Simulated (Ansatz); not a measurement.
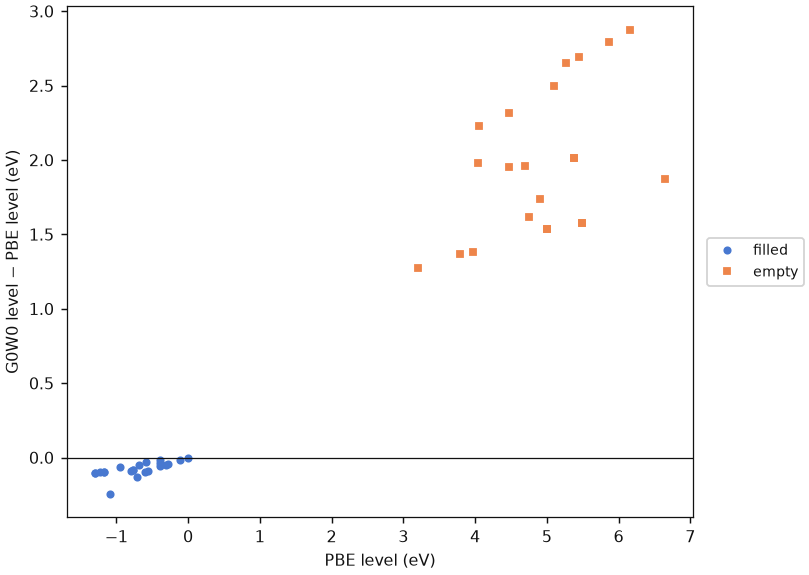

Change of each level from PBE to G0W0 against its PBE energy, both sets counted from their own valence top.

System: CaO, space group P6_3/mmc, 4 atoms in the cell, relaxed with r2SCAN; a = 3.981 Å, c = 4.770 Å (hexagonal axes). Starting point: PBE, Ansatz PAW set, no spin polarisation, no spin-orbit coupling, 6×6×4 k mesh, 420 eV cutoff, fixed occupations (Ansatz). Many-body step: G0W0 with empty bands 195, screening cutoff 120 eV and frequency treatment contour deformation.

Question: By how much does the gap open?

Answer: Over the k points that were corrected, the smallest gap goes from 3.20 eV in PBE (direct at Γ) to 4.48 eV in G0W0 (direct at Γ), a change of +1.28 eV (+40 %).

Question: What are the quasiparticle weights at the band edges?

Answer: The quasiparticle weight (renormalisation factor) lies between 0.74 and 0.84 for the top filled and first empty levels.

Question: Is the correction a rigid shift of the empty levels?

Answer: Counted from the valence top, the lowest empty level moves by +1.28 eV at Γ, +1.98 eV at K and +1.96 eV at M; over the 11 points that were corrected the shifts run from +1.28 to +2.01 eV: a spread of 0.73 eV on a mean of 1.67 eV, so one scissor shift doesn't describe this level. Only two empty levels a point were corrected, so a higher one could drop under them. The top filled level also moves against the valence top, by −0.10 eV at A.

| k point | PBE direct gap (eV) | G0W0 direct gap (eV) |
| --- | --- | --- |
| Γ | 3.21 | 4.48 |
| K | 4.33 | 6.35 |
| M | 5.09 | 7.06 |

The usual form of CaO is rocksalt. Bands, cutoffs and mesh are finite, so these values aren't at the basis limit.
